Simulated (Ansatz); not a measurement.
## Electronic structure of CsSnI3 in real space

```cif
data_structure
_symmetry_space_group_name_H-M 'P 1'
_symmetry_Int_Tables_number 1
_cell_length_a 8.7762
_cell_length_b 8.7762
_cell_length_c 6.2057
_cell_angle_alpha 90.000
_cell_angle_beta 90.000
_cell_angle_gamma 90.000
_cell_volume 477.97
loop_
_atom_site_label
_atom_site_type_symbol
_atom_site_fract_x
_atom_site_fract_y
_atom_site_fract_z
_atom_site_occupancy
Cs1 Cs 0.47721 0.50000 0.96777 1
Cs2 Cs 0.97721 0.00000 0.96777 1
Sn1 Sn 0.00000 0.50000 0.50000 1
Sn2 Sn 0.50000 0.00000 0.50000 1
I1 I 0.25000 0.25000 0.50000 1
I2 I 0.75000 0.75000 0.50000 1
I3 I 0.25000 0.75000 0.50000 1
I4 I 0.75000 0.25000 0.50000 1
I5 I 0.00000 0.50000 0.00000 1
I6 I 0.50000 0.00000 0.00000 1
```

Space group Cm; changed on purpose from its base cell (atom 1 (Cs) moved by (-0.200, -0.200) A along [1 1 0] and z).

Computed with DFT PBEsol, scalar-relativistic, plane waves, PAW (Ansatz).

The density is the valence pseudo-density of a PAW calculation; it isn't the true density close to the nuclei.

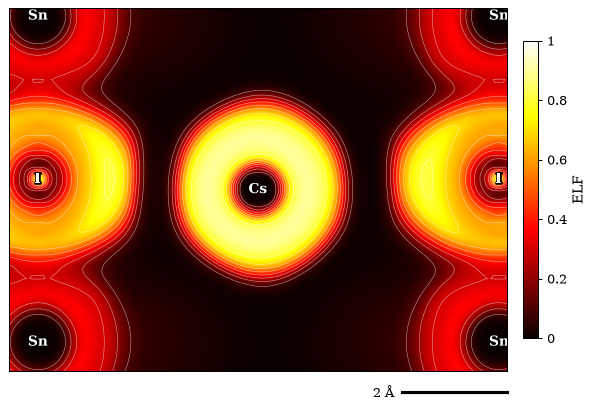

Figure 1. Electron localisation function on the (010) plane of the conventional cell.

Describe what can be read from this map.

Answer. The section cuts through Cs, Sn and I sites.
Sn–I (3.10 Å): the ELF peaks at about 0.65 in the valence shell of I, 1.2 Å from its nucleus, and drops to about 0.30 between the two atoms.
Cs–I (4.19 Å): the ELF peaks at about 0.80 in the valence shell of I, 1.4 Å from its nucleus, and drops to about 0 between the two atoms; a closed-shell, largely ionic contact.
Cs–I (4.59 Å): the ELF peaks at about 0.80 in the valence shell of I, 1.4 Å from its nucleus, and drops to about 0 between the two atoms (a largely ionic contact).
The features right at Cs lie inside the PAW spheres, where the map follows smoothed inner orbitals and isn't to be read closely.

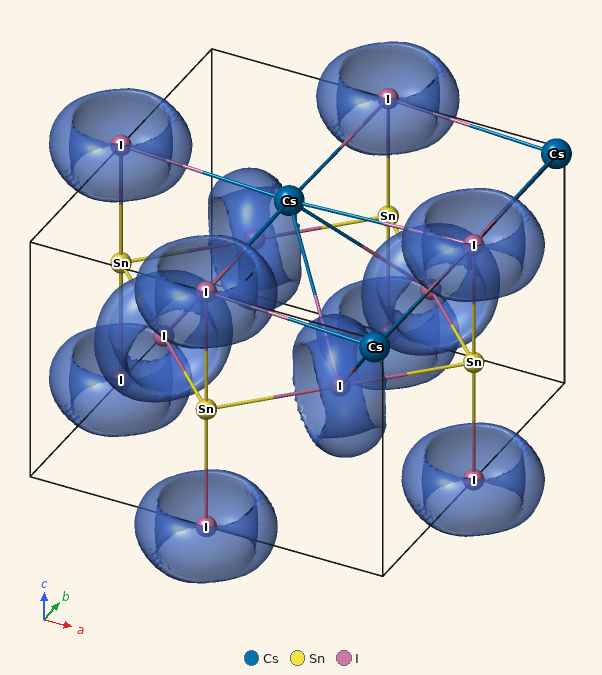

Figure 2. Isosurface of the electron localisation function at 0.75 (blue), seen at an oblique angle. Only the valence region is drawn (cores and ρ < 0.01 e/Å³ removed). Sticks mark near contacts.

What do the ELF domains correspond to?

Answer. At this value the surface marks out six regions wrapped around I (the valence shell of each), counted in one cell of 10 atoms. Regions shared between cells count once.


 Cs–I (4.15 Å): the ELF peaks at about 0.80 in the valence shell of I, 1.3 Å from its nucleus, and drops to about 0.05 between the two atoms; a largely ionic contact.

Metal or insulator at this level of theory?

Answer. It is gapped, with a Kohn–Sham gap of 0.27 eV on the k-point mesh (the band edges may lie off the mesh, which would make the gap smaller).
